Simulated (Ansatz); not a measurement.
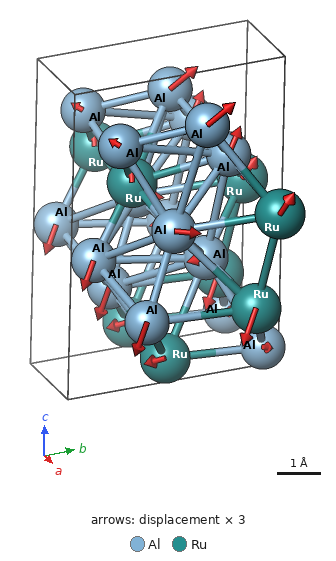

This is a relaxation of crystalline Al$_{2}$Ru (built on the database structure type). The starting structure is drawn; red arrows show the displacements (the part carried along by the change of the cell is left out), 3 times their true length.

A ball-and-stick model of the cell of the calculation, reduced to other axes, repeated 2 × 1 × 1 with one cell outlined, seen slightly off an axis. Lengths and directions refer to the drawn axes.

Case: shaken.

The calculation used DFT, PBEsol, plane waves, PAW (Ansatz 0.2.0).

Input file:
```yaml
crystal:
  lattice:
    - [0.0002869426, 3.9293950008, 4.4452076655]
    - [2.3877568889, 0.0022405699, 4.4433242213]
    - [4.6974126981, 7.8086140288, 0.0459296439]
  atoms:
    - { symbol: Al, position: [0.0737519864, 0.3469168788, 0.0571308541] }
    - { symbol: Al, position: [0.3852966435, 0.0515803343, 0.2341053107] }
    - { symbol: Al, position: [0.167735348, 0.8280182384, 0.0929971041] }
    - { symbol: Al, position: [0.8484183023, 0.100215087, 0.403149754] }
    - { symbol: Ru, position: [0.7555034009, 0.6865580179, 0.3962297036] }
    - { symbol: Ru, position: [0.4457363516, 0.5026730165, 0.2855050637] }
    - { symbol: Al, position: [0.1351975939, 0.4009066876, 0.506729333] }
    - { symbol: Al, position: [0.4581237094, 0.0810578136, 0.6712973918] }
    - { symbol: Al, position: [0.1885488227, 0.8311755182, 0.5822154798] }
    - { symbol: Al, position: [0.83158237, 0.1400432504, 0.9059559645] }
    - { symbol: Ru, position: [0.7516590795, 0.7717157487, 0.8679572114] }
    - { symbol: Ru, position: [0.5883600977, 0.4592987751, 0.713517884] }
kpoints:
  mp_grid: { grid: [6, 6, 2] }
hamiltonian:
  xc: pbesol
scf:
  occupations: { method: fermi_dirac, width: 0.05 }
relax:
  f_tol: 0.01
  cell: {}
  max_steps: 120
output:
  write_density: true
  write_potential: true
  elf: true
  volumetric_format: npy
```

What happened in the run?

Over 4 accepted moves (5 points after the start) the energy falls by 450 meV per atom. The largest force component goes from 5.3 to 0.0017 eV/Å. The pressure goes from 12.49 to 0.00 GPa. At 1 point the geometry stayed and the basis and grid were re-selected for the new cell (energy shift of less than 0.05 meV per atom at most each time). The largest move relative to the cell is that of Ru12, 0.34 Å along [3 −2 −2]. Largest moves by element: Ru 0.34 Å, Al 0.32 Å. The drawn cell changes at constant volume: a 4.596 → 4.629 Å (+0.7 %), b 5.044 → 4.976 Å (−1.4 %), c 7.514 → 7.565 Å (+0.7 %), α 77.3° → 77.4°, β 83.3° → 82.0°, γ 75.8° → 76.1°. Near-neighbour distances that change, for instance: Al1–Ru12 3.151 → 2.566 Å, Ru6–Al7 2.052 → 2.566 Å, Ru5–Ru12 2.689 → 3.188 Å, Al1–Al3 2.949 → 2.594 Å. New bonds form: Al1–Ru12 (3.15 → 2.57 Å). The space group (tolerance 0.01 Å) goes from P1 (No. 1) to Fddd (No. 70). Cost: 15 s on 1 × NVIDIA H100 80GB HBM3 with 2 threads of AMD EPYC 7R13 Processor (Zen 3), on a shared host, peak memory 1.4 GiB.
